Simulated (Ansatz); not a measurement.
**GaN (F-43m): the dielectric response against the k mesh**

Aim: how dense a k mesh do ε∞ and the zone-centre modes of GaN (F-43m) need?

Main program and level: Ansatz 0.2.0; DFT LDA, scalar-relativistic, plane waves, PAW; PAW set soft_1.

### Step 1. The structure

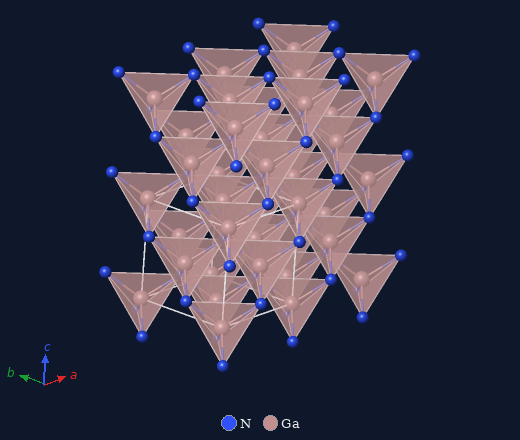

Start, viewed from a free direction; nitrogen blue, gallium pink. 2×1×2 cells are drawn. This picture shows the conventional cell, with its axes. Some periodic images of atoms are drawn too.

### Step 2. Relaxation

Harmonic phonons are second derivatives at a point where the forces vanish, and they are wanted at zero stress, so atoms and cell are relaxed first.

input.yaml reads:

```yaml
crystal:
  lattice:
    - [0.0, 2.2535006075, 2.2535006075]
    - [2.2535006075, 0.0, 2.2535006075]
    - [2.2535006075, 2.2535006075, 0.0]
  atoms:
    - { symbol: "N", position: [0.25, 0.25, 0.25] }
    - { symbol: Ga, position: [0.0, 0.0, 0.0] }
kpoints:
  mp_grid: { grid: [10, 10, 10] }
hamiltonian:
  xc: lda
  pseudopotentials: { kind: paw, azcp: { folder: soft_1 }, xc_functional: pbe }
scf:
  occupations: { method: gaussian, width: 0.02 }
output:
  forces: true
  stress: true
  eigenvalues: true
  write_density: true
  write_potential: true
  elf: true
  volumetric_format: npy
relax:
  adjacent_minimum: "off"
  f_tol: 0.005
  max_steps: 80
  cell: { stress_tol: 0.05 }
```

The run is started by

```bash
ansatz run input.yaml --threads 4 --pin off --max-ram 10240MiB --backend cpu --events-out ev --progress --plain --runs-dir out
```

Numbers of over 12 decimals in the logs are rounded to 6 here.

Output:

```text
Engine: ansatz 0.2.0, x86_64-unknown-linux-gnu
Pseudopotentials: kind: paw
Pseudopotential: N, paw, valence charge 5, recommended cutoff 420 eV (normal), soft_1/N.paw.azcp
Pseudopotential: Ga, paw, valence charge 13, recommended cutoff 420 eV (normal), soft_1/Ga.paw.azcp
Functional definition: SPW92
  exchange = slater_x
  correlation = pw_c
Crystal: 2 atoms, lattice volume = 22.888 Å³
Basis set: ecut = 420 eV, 459 PW (Γ)
Bands: 13, of which v1, the nominal top of the filled ones, is band 9 counted from 1 (8 counted from 0)
Symmetry: 24 space group operations
Space group: F-43m (ITA 216), of the structure as read, at distance tolerance 2.8e-5 Å
k-points: 47 of 1000 (time reversal used)
Non-local potential: N, projectors of the file, l = 0: 2, l = 1: 2, l = 2: 1
Non-local potential: Ga, projectors of the file, l = 0: 2, l = 1: 2, l = 2: 3, l = 3: 1
PAW form: soft (Blöchl's): semilocal exchange-correlation on the pseudo side does not see the compensation charge
PAW frozen core: N, regenerated for the run's functional, and the local potential with it (the file was generated under x = pbe(κ = 0.804, μ = 0.219515), c = pbe(β = 0.066725))
PAW frozen core: Ga, regenerated for the run's functional, and the local potential with it (the file was generated under x = pbe(κ = 0.804, μ = 0.219515), c = pbe(β = 0.066725))
PAW one-centre angular grid: N, 110 points (default); XC on 64 Gauss nodes
PAW one-centre angular grid: Ga, 590 points (default); XC on 64 Gauss nodes
Initial density: superposition of atomic densities (chi_scale 0.1, normalization cell, long waves kept (reshape's long-wave potential 0.00 eV rms))
Initial wavefunctions: pseudopotential atomic-orbital guess
Functional: x = slater, c = lda
SCF iter   1: F=—  HF=-4082.668763 eV  |F-HF|=—  |Δ(HF+E_count)|=         —  Δρ=1.02e-1  dr2=2.07e0  ethr=3.10e-3  ⟨swp⟩=4.8  Hψ=3139  notcnv=0
preconditioner: auto → none  [insulator: Δε(μ)=2.582 eV  Ē_g=19.053 eV  σ=0.020 eV  W_gap=1.00  n_scr=8 (ndim 8)  ℏωp=32.9 eV  f_vac=0.000  D(μ)=0.00/eV (n_scr^D=0)  ε∞_Penn≈4.0]
SCF iter   2: F=—  HF=-4082.150932 eV  |F-HF|=—  |Δ(HF+E_count)|=   5.18e-1  Δρ=3.89e-2  dr2=2.88e-1  ethr=3.10e-3  ⟨swp⟩=2.6  Hψ=1415  notcnv=0
SCF iter   3: F=—  HF=-4082.079171 eV  |F-HF|=—  |Δ(HF+E_count)|=   7.18e-2  Δρ=1.14e-2  dr2=1.19e-2  ethr=1.60e-3  ⟨swp⟩=2.9  Hψ=1164  notcnv=0
SCF iter   4: F=—  HF=-4082.071535 eV  |F-HF|=—  |Δ(HF+E_count)|=   7.64e-3  Δρ=1.81e-3  dr2=3.04e-4  ethr=6.64e-5  ⟨swp⟩=2.0  Hψ=1273  notcnv=0
SCF iter   5: F=—  HF=-4082.071384 eV  |F-HF|=—  |Δ(HF+E_count)|=   1.52e-4  Δρ=2.82e-4  dr2=6.51e-6  ethr=1.69e-6  ⟨swp⟩=2.0  Hψ=1216  notcnv=0
SCF iter   6: F=—  HF=-4082.071387 eV  |F-HF|=—  |Δ(HF+E_count)|=   3.20e-6  Δρ=1.69e-5  dr2=3.24e-8  ethr=5.56e-10  ⟨swp⟩=6.2  Hψ=4018  notcnv=0
SCF iter   7: F=-4082.071387 eV  HF=-4082.071387 eV  |F-HF|=5.00e-12  |Δ(HF+E_count)|=   4.60e-9  Δρ=1.03e-6  dr2=9.90e-11  ethr=1.80e-10  ⟨swp⟩=4.3  Hψ=3252  notcnv=0
SCF 1 converged in 7 iterations: F = -4082.071387 eV  dr2 = 9.90e-11
  greatest PAW one-centre occupation: 0.996 electrons in one spin orbital (limit 2), on the Ga atom at site 1 (counted from 0), in its partial waves of l = 2
relax step   1: F+E_penalty+E_count = -4082.07138677 eV  Δ(F+E_penalty+E_count) = +0.000e0 eV  max|allowed force component| = 2.313e-17 eV/Å  Δτ_max = 0.0000 Å  P = -6.500 GPa  Ω = 22.888 Å³  (7 SCF iters, dr2 threshold 1.00e-7 eV, accepted)
Crystal: 2 atoms, lattice volume = 22.421 Å³
Basis set: ecut = 420 eV, 411 PW (Γ)
Initial density: handed on by an earlier stage of this run
Initial wavefunctions: those handed on with the density
iter 1 solved again at ethr=2.24e-5 eV; its pass at ethr=3.10e-3 eV (dr2=4.03e-3 eV) is discarded
SCF iter   1: F=—  HF=-4082.087158 eV  |F-HF|=—  |Δ(HF+E_count)|=         —  Δρ=4.12e-3  dr2=4.09e-3  ethr=2.24e-5  ⟨swp⟩=1.0  Hψ=3928  notcnv=0
preconditioner: auto → none  [insulator: Δε(μ)=1.904 eV  Ē_g=18.830 eV  σ=0.020 eV  W_gap=1.00  n_scr=8 (ndim 8)  ℏωp=33.3 eV  f_vac=0.000  D(μ)=0.00/eV (n_scr^D=0)  ε∞_Penn≈4.1]
SCF iter   2: F=—  HF=-4082.086100 eV  |F-HF|=—  |Δ(HF+E_count)|=   1.06e-3  Δρ=1.34e-3  dr2=4.96e-4  ethr=2.24e-5  ⟨swp⟩=2.7  Hψ=1027  notcnv=0
SCF iter   3: F=—  HF=-4082.085974 eV  |F-HF|=—  |Δ(HF+E_count)|=   1.25e-4  Δρ=3.72e-4  dr2=1.44e-5  ethr=2.75e-6  ⟨swp⟩=2.6  Hψ=979  notcnv=0
SCF iter   4: F=—  HF=-4082.085965 eV  |F-HF|=—  |Δ(HF+E_count)|=   9.46e-6  Δρ=1.07e-4  dr2=1.07e-6  ethr=8.00e-8  ⟨swp⟩=2.1  Hψ=958  notcnv=0
iter 5 did not close the SCF: its close was put off for the readings that it lacked (scf_convergence_deferred on its scf_iter line)
SCF iter   5: F=-4082.085965 eV  HF=-4082.085965 eV  |F-HF|=4.39e-9  |Δ(HF+E_count)|=   9.97e-8  Δρ=1.09e-5  dr2=9.02e-9  ethr=5.94e-9  ⟨swp⟩=2.1  Hψ=1030  notcnv=0
SCF iter   6: F=-4082.085965 eV  HF=-4082.085965 eV  |F-HF|=1.36e-11  |Δ(HF+E_count)|=   6.27e-9  Δρ=8.24e-7  dr2=8.16e-11  ethr=5.01e-11  ⟨swp⟩=4.0  Hψ=3145  notcnv=0
SCF 2 converged in 6 iterations: F = -4082.085965 eV  dr2 = 8.16e-11
relax step   2: F+E_penalty+E_count = -4082.08596511 eV  Δ(F+E_penalty+E_count) = -1.458e-2 eV  max|allowed force component| = 3.701e-17 eV/Å  Δτ_max = 0.0000 Å  P = -2.697 GPa  Ω = 22.421 Å³  energy of the carried Pulay correction = +1.081e-3 eV  (6 SCF iters, dr2 threshold 2.00e-7 eV, accepted)
Crystal: 2 atoms, lattice volume = 22.102 Å³
iter 1 solved again at ethr=1.11e-5 eV; its pass at ethr=3.10e-3 eV (dr2=2.00e-3 eV) is discarded
SCF iter   1: F=—  HF=-4082.089885 eV  |F-HF|=—  |Δ(HF+E_count)|=         —  Δρ=2.94e-3  dr2=2.04e-3  ethr=1.11e-5  ⟨swp⟩=1.4  Hψ=3579  notcnv=0
preconditioner: auto → none  [insulator: Δε(μ)=1.988 eV  Ē_g=18.939 eV  σ=0.020 eV  W_gap=1.00  n_scr=8 (ndim 8)  ℏωp=33.5 eV  f_vac=0.000  D(μ)=0.00/eV (n_scr^D=0)  ε∞_Penn≈4.1]
SCF iter   2: F=—  HF=-4082.089354 eV  |F-HF|=—  |Δ(HF+E_count)|=   5.31e-4  Δρ=9.57e-4  dr2=2.48e-4  ethr=1.11e-5  ⟨swp⟩=2.6  Hψ=1011  notcnv=0
SCF iter   3: F=—  HF=-4082.089291 eV  |F-HF|=—  |Δ(HF+E_count)|=   6.23e-5  Δρ=2.92e-4  dr2=8.83e-6  ethr=1.38e-6  ⟨swp⟩=2.9  Hψ=1004  notcnv=0
SCF iter   4: F=—  HF=-4082.089283 eV  |F-HF|=—  |Δ(HF+E_count)|=   8.41e-6  Δρ=8.23e-5  dr2=6.01e-7  ethr=4.90e-8  ⟨swp⟩=2.2  Hψ=974  notcnv=0
iter 5 did not close the SCF: its close was put off for the readings that it lacked (scf_convergence_deferred on its scf_iter line)
SCF iter   5: F=-4082.089283 eV  HF=-4082.089283 eV  |F-HF|=1.05e-9  |Δ(HF+E_count)|=   8.79e-8  Δρ=6.35e-6  dr2=3.18e-9  ethr=3.34e-9  ⟨swp⟩=2.0  Hψ=859  notcnv=0
SCF iter   6: F=-4082.089283 eV  HF=-4082.089283 eV  |F-HF|=1.06e-10  |Δ(HF+E_count)|=   2.06e-9  Δρ=8.17e-7  dr2=9.79e-11  ethr=1.77e-11  ⟨swp⟩=4.0  Hψ=3091  notcnv=0
SCF 3 converged in 6 iterations: F = -4082.089283 eV  dr2 = 9.79e-11
relax step   3: F+E_penalty+E_count = -4082.08928301 eV  Δ(F+E_penalty+E_count) = -3.318e-3 eV  max|allowed force component| = 2.776e-17 eV/Å  Δτ_max = 0.0000 Å  P = +0.160 GPa  Ω = 22.102 Å³  energy of the carried Pulay correction = +1.833e-3 eV  (6 SCF iters, dr2 threshold 2.00e-7 eV, accepted)
[...]
relax step   4: F+E_penalty+E_count = -4082.08924968 eV  Δ(F+E_penalty+E_count) = +3.333e-5 eV  max|allowed force component| = 2.660e-17 eV/Å  Δτ_max = 0.0000 Å  P = -0.004 GPa  Ω = 22.119 Å³  energy of the carried Pulay correction = +1.791e-3 eV  (6 SCF iters, accepted)
[...]
relax step   5: F+E_penalty+E_count = -4082.08780461 eV  Δ(F+E_penalty+E_count) = +1.445e-3 eV  max|allowed force component| = 3.469e-17 eV/Å  Δτ_max = 0.0000 Å  P = -0.107 GPa  Ω = 22.119 Å³  stress off target by 1.07e-1 GPa  SCF on the basis re-selected at this cell (its energy is not comparable with the rows above)  (6 SCF iters)
[...]
relax step   6: F+E_penalty+E_count = -4082.08783562 eV  Δ(F+E_penalty+E_count) = -3.101e-5 eV  max|allowed force component| = 2.082e-17 eV/Å  Δτ_max = 0.0000 Å  P = -0.001 GPa  Ω = 22.108 Å³  energy of the carried Pulay correction = +2.715e-5 eV  (6 SCF iters, accepted)
iter 1 solved again at ethr=2.05e-8 eV; its pass at ethr=3.10e-3 eV (dr2=3.69e-6 eV) is discarded
SCF iter   1: F=—  HF=-4082.087776 eV  |F-HF|=—  |Δ(HF+E_count)|=         —  Δρ=5.48e-6  dr2=9.91e-10  ethr=2.05e-8  ⟨swp⟩=3.2  Hψ=4954  notcnv=0
preconditioner: auto → none  [insulator: Δε(μ)=1.961 eV  Ē_g=18.927 eV  σ=0.020 eV  W_gap=1.00  n_scr=8 (ndim 8)  ℏωp=33.5 eV  f_vac=0.000  D(μ)=0.00/eV (n_scr^D=0)  ε∞_Penn≈4.1]
SCF iter   2: F=—  HF=-4082.087778 eV  |F-HF|=—  |Δ(HF+E_count)|=   1.86e-6  Δρ=2.80e-6  dr2=2.95e-10  ethr=5.50e-12  ⟨swp⟩=2.0  Hψ=1026  notcnv=0
SCF iter   3: F=—  HF=-4082.087778 eV  |F-HF|=—  |Δ(HF+E_count)|=  1.42e-10  Δρ=6.49e-7  dr2=2.18e-11  ethr=1.64e-12  ⟨swp⟩=2.2  Hψ=1002  notcnv=0
iter 4 did not close the SCF: its close was put off for the readings that it lacked (scf_convergence_deferred on its scf_iter line)
SCF iter   4: F=-4082.087778 eV  HF=-4082.087778 eV  |F-HF|=4.55e-13  |Δ(HF+E_count)|=  2.23e-11  Δρ=1.52e-7  dr2=1.43e-12  ethr=1.00e-12  ⟨swp⟩=2.0  Hψ=832  notcnv=0
iter 5 did not close the SCF: its close was put off for the readings that it lacked (scf_convergence_deferred on its scf_iter line)
SCF iter   5: F=-4082.087778 eV  HF=-4082.087778 eV  |F-HF|=4.55e-13  |Δ(HF+E_count)|=  4.55e-13  Δρ=1.08e-8  dr2=6.96e-15  ethr=1.00e-12  ⟨swp⟩=1.0  Hψ=611  notcnv=0
iter 6 did not close the SCF: its close was put off for the readings that it lacked (scf_convergence_deferred on its scf_iter line)
SCF iter   6: F=-4082.087778 eV  HF=-4082.087778 eV  |F-HF|=1.82e-12  |Δ(HF+E_count)|=  1.82e-12  Δρ=1.92e-9  dr2=2.46e-16  ethr=1.00e-12  ⟨swp⟩=1.0  Hψ=611  notcnv=0
iter 7 did not close the SCF: its close was put off for the readings that it lacked (scf_convergence_deferred on its scf_iter line)
SCF iter   7: F=-4082.087778 eV  HF=-4082.087778 eV  |F-HF|=9.09e-13  |Δ(HF+E_count)|=  1.82e-12  Δρ=2.03e-10  dr2=6.21e-18  ethr=1.00e-12  ⟨swp⟩=1.0  Hψ=611  notcnv=0
SCF iter   8: F=-4082.087778 eV  HF=-4082.087778 eV  |F-HF|=9.09e-13  |Δ(HF+E_count)|=  9.09e-13  Δρ=1.95e-11  dr2=2.69e-20  ethr=1.00e-12  ⟨swp⟩=1.2  Hψ=1457  notcnv=0
SCF 7 converged in 8 iterations: F = -4082.087778 eV  dr2 = 2.69e-20
relax step   7: F+E_penalty+E_count = -4082.08777815 eV  Δ(F+E_penalty+E_count) = +5.747e-5 eV  max|allowed force component| = 3.296e-17 eV/Å  Δτ_max = 0.0000 Å  P = -0.001 GPa  Ω = 22.108 Å³  stress off target by 1.39e-3 GPa  SCF on the basis re-selected at this cell (its energy is not comparable with the rows above)  (8 SCF iters)
basis re-selected at this cell: Δ(F+E_penalty+E_count) = +5.747e-5 eV, ΔP = -0.001 GPa vs the last step (what re-selecting the basis moved, of the pressure what is left beyond the Pulay correction that the steps carried, after the strain that the cell walked since its last selection, with what the two solves' SCF thresholds leave and, on support functions, any second-order correction that the steps lacked; it is no m [...]
SCF converged after 8 iterations
Free energy (F): -4082.087778 eV
Harris-Foulkes:  -4082.087778 eV  (|F-HF|=9.09e-13)
Internal energy: -4082.087778 eV  (E = F + TS)
E sigma→0 (E₀):  -4082.087778 eV
Fermi energy:    10.786263 eV
--- Per-component energies (eV) ---
  E_band       = -4.800311
  E_kinetic    = 241.784931
  E_local      = -1390.188629  (includes V_loc(G=0)·N_el)
  E_nonlocal   = -51.791858
  E_hartree    = 883.352144
  E_xc         = -121.845786
  E_vxc        = -131.438246  (∫ρ·V_xc dr)
  E_paw        = -2039.317283  (= ΣΔE_a)
  E_vpaw       = -439.871437  (= ΣTr[D̂ρ^β])
  E_aug_tail   = 0.000639  (compensation charges beyond the density's cutoff)
  E_ewald      = -1605.890462
  E_core_change = 1.808525  (= ΣΔE_core)
  E_smearing   = -0.000000  (= −TS)
  E_closure    = 0.000000  (closes the sum)
  Σ components = -4082.087778   (vs F -4082.087778, Δ=0.00e0)
--- Forces (eV/Å), atoms counted from 1 ---
  atom   1  N     -0.00000000     0.00000000     0.00000000
  atom   2  Ga    -0.00000000     0.00000000     0.00000000
  max |Σ_I F_I| component: 1.57e-16 eV/Å
--- Stress (GPa, compression-positive) ---
       -0.001385      -0.000000       0.000000
       -0.000000      -0.001385       0.000000
       -0.000000       0.000000      -0.001385
  P = ⅓ Tr σ = -0.0014 GPa (-0.014 kbar)
--- Band table (eV; the first three rows and the last of 47) ---
  k-point 0: bands = [... 5 lower, -3.4683, 9.8055, 9.8055, 9.8055, 11.7668, 20.1474, 20.1474, 20.1474]
  k-point 1: bands = [... 5 lower, -3.4698, 8.7244, 9.6920, 9.6920, 12.5799, 19.6436, 20.3182, 20.3182]
  k-point 2: bands = [... 5 lower, -3.4687, 6.8628, 9.4143, 9.4143, 13.6387, 18.8623, 20.5904, 20.5904]
  k-point 46: bands = [... 5 lower, -1.3030, 3.8369, 6.0209, 6.0263, 15.6019, 18.1657, 20.6834, 20.9635]
--- Relaxed structure (5 steps of the walk, 5 accepted, 2 SCFs on fresh bases) ---
  F+E_penalty+E_count = -4082.08777815 eV   max|allowed force component| = 3.296e-17 eV/Å   (the final SCF, on the basis selected at the relaxed cell)
  cell:  # Å, volume = 22.1077 Å³
    - [0, 2.227603, 2.227603]
    - [2.227603, 0, 2.227603]
    - [2.227603, 2.227603, 0]
  atoms:
    - { symbol: N, position: [0.25, 0.25, 0.25] }
    - { symbol: Ga, position: [0, 0, 0] }
```

The job ended after 3.7 s (4 threads of AMD EPYC 7B13 (Zen 3), shared host; peak memory 0.37 GiB; 12 s of CPU time).

Step by step:

| step | energy less that of the first step (eV) | largest force component (eV/Å) | pressure (GPa) | volume (Å³) |
| --- | --- | --- | --- | --- |
| 1 | 0.0000 | 0.0000 | -6.50 | 22.89 |
| 2 | -0.0146 | 0.0000 | -2.70 | 22.42 |
| 3 | -0.0179 | 0.0000 | 0.16 | 22.10 |
| 4 | -0.0179 | 0.0000 | 0.00 | 22.12 |
| 5* | -0.0164 | 0.0000 | -0.11 | 22.12 |
| 6 | -0.0164 | 0.0000 | 0.00 | 22.11 |
| 7* | -0.0164 | 0.0000 | 0.00 | 22.11 |

Relaxation steps marked * repeat the geometry before them on a plane-wave basis chosen anew for their cell, so energy and pressure can jump there.

The run keeps the 24 symmetry operations that it works with, so distortions that break them were not tested.

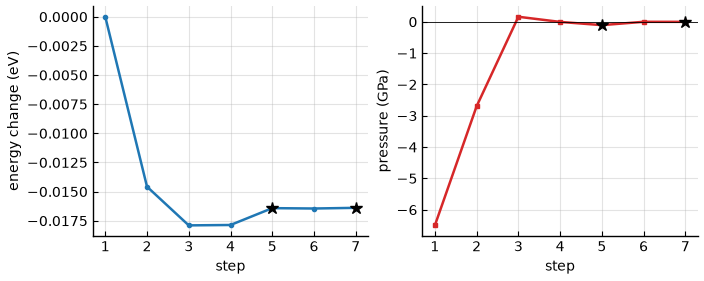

Energy and pressure along the relaxation. Stars mark steps on a basis chosen anew.

| conventional cell, symmetrised | before | after | change |
| --- | --- | --- | --- |
| a (Å) | 4.507 | 4.455 | -1.1 % |
| b (Å) | 4.507 | 4.455 | -1.1 % |
| c (Å) | 4.507 | 4.455 | -1.1 % |
| volume (Å³/atom) | 11.44 | 11.05 | -3.4 % |

Final coordinates:

```cif
data_structure
_symmetry_space_group_name_H-M 'P 1'
_symmetry_Int_Tables_number 1
_cell_length_a 3.1503
_cell_length_b 3.1503
_cell_length_c 3.1503
_cell_angle_alpha 60.000
_cell_angle_beta 60.000
_cell_angle_gamma 60.000
_cell_volume 22.11
loop_
_atom_site_label
_atom_site_type_symbol
_atom_site_fract_x
_atom_site_fract_y
_atom_site_fract_z
_atom_site_occupancy
N1 N 0.25000 0.25000 0.25000 1
Ga2 Ga 0.00000 0.00000 0.00000 1
```

This step gave:

```yaml
pressure: -0.001385 GPa
gap_on_the_k_mesh: 1.961 eV
volume_per_atom: 11.05 Å³
```

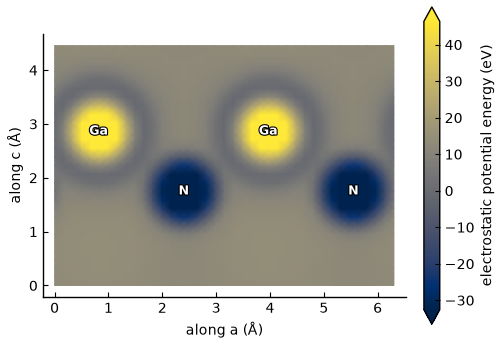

Electrostatic potential energy in the ac plane of a cell with a along [110], b along [-110] and c along [001] of the cube at fractional y = 0.000, with atoms of N and Ga within 0.2 Å of it. With pseudopotentials it is smooth inside the atoms' cores, unlike the true potential. The map starts off the cell's origin, so that atoms lie inside it.

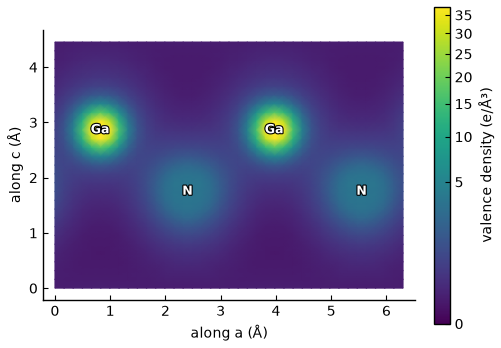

Valence density in the ac plane of a cell with a along [110], b along [-110] and c along [001] of the cube at fractional y = 0.000, with atoms of N and Ga within 0.2 Å of it. It is the smooth field of the valence electrons, not physical close to the nuclei. The map starts off the cell's origin, so that atoms lie inside it. The colour scale is stretched toward low values.

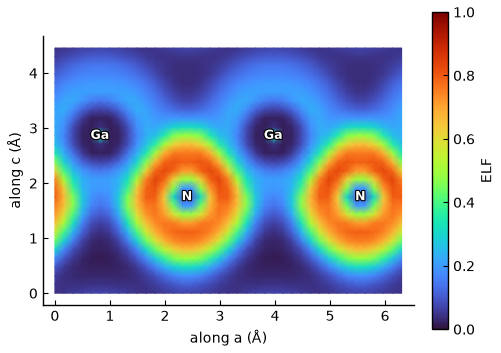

ELF in the ac plane of a cell with a along [110], b along [-110] and c along [001] of the cube at fractional y = 0.000, with atoms of N and Ga within 0.2 Å of it. It is the smooth field of the valence electrons, not physical close to the nuclei. The map starts off the cell's origin, so that atoms lie inside it.

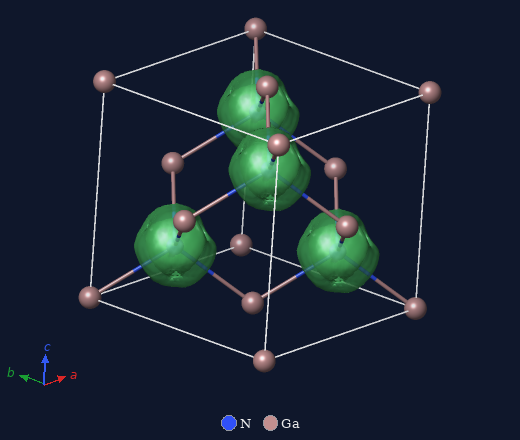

Surface of ELF = 0.76. Bonds to atoms that aren't drawn are left out.

In this step the volume went from 11.44 to 11.05 Å³/atom.

### Step 3. Tight relaxation

Phonons need small forces and stress, so the relaxation is finished with tight tolerances on 12×12×12 k points.

input.yaml reads:

```yaml
crystal:
  lattice:
    - [0.0, 2.2276025162, 2.2276025162]
    - [2.2276025162, 0.0, 2.2276025162]
    - [2.2276025162, 2.2276025162, 0.0]
  atoms:
    - { symbol: "N", position: [0.25, 0.25, 0.25] }
    - { symbol: Ga, position: [0.0, 0.0, 0.0] }
kpoints:
  mp_grid: { grid: [12, 12, 12] }
hamiltonian:
  xc: lda
  pseudopotentials: { kind: paw, azcp: { folder: soft_1 }, xc_functional: pbe }
scf:
  occupations: { method: fixed }
output:
  forces: true
  stress: true
  eigenvalues: true
relax:
  adjacent_minimum: "off"
  f_tol: 0.001
  max_steps: 60
  cell: { stress_tol: 0.01 }
```

Output:

```text
[...]
Crystal: 2 atoms, lattice volume = 22.108 Å³
Basis set: ecut = 420 eV, 411 PW (Γ)
Bands: 13, of which v1, the nominal top of the filled ones, is band 9 counted from 1 (8 counted from 0)
Symmetry: 24 space group operations
[...]
k-points: 72 of 1728 (time reversal used)
[...]
k-point 71: bands = [... 5 lower, -1.2721, 3.8936, 5.9120, 5.9422, 15.9946, 18.3826, 20.2309, 20.8609]
--- Relaxed structure (1 steps of the walk, 1 accepted, 1 SCFs on fresh bases) ---
[...]
cell:  # Å, volume = 22.1077 Å³
    - [0.0, 2.2276025162, 2.2276025162]
    - [2.2276025162, 0.0, 2.2276025162]
    - [2.2276025162, 2.2276025162, 0.0]
  atoms:
    - { symbol: N, position: [0.250000, 0.250000, 0.250000] }
    - { symbol: Ga, position: [0.0, 0.0, 0.0] }
[key lines of the parts left out:]
SCF converged after 5 iterations
Free energy (F): -4082.087848 eV
Fermi energy:    9.805454 eV
P = ⅓ Tr σ = -0.0007 GPa (-0.007 kbar)
```

It took 1.4 s on 4 threads; peak memory 0.38 GiB; 4.5 s of CPU time.

Little changed from the start: no atom moved by 0.005 Å and no cell edge by 0.1 %.

Numbers from this step:

```
pressure : -7.37e-4 GPa
```

The forces vanish by symmetry and the pressure is -0.001 GPa, within the tolerances set. The cell now holds 11.05 Å³/atom.

(Part 1 of 2 ends here.)

[Logs are printed without paths, hosts, clocks, repeated set-up lines and the standing remarks that a program may print on its own settings, such as how far it seeks lower states.]

[Hosts, paths, dates, database ids (printed as entryN), source tags and the programs' standing remarks are cut or masked in the printed files.]
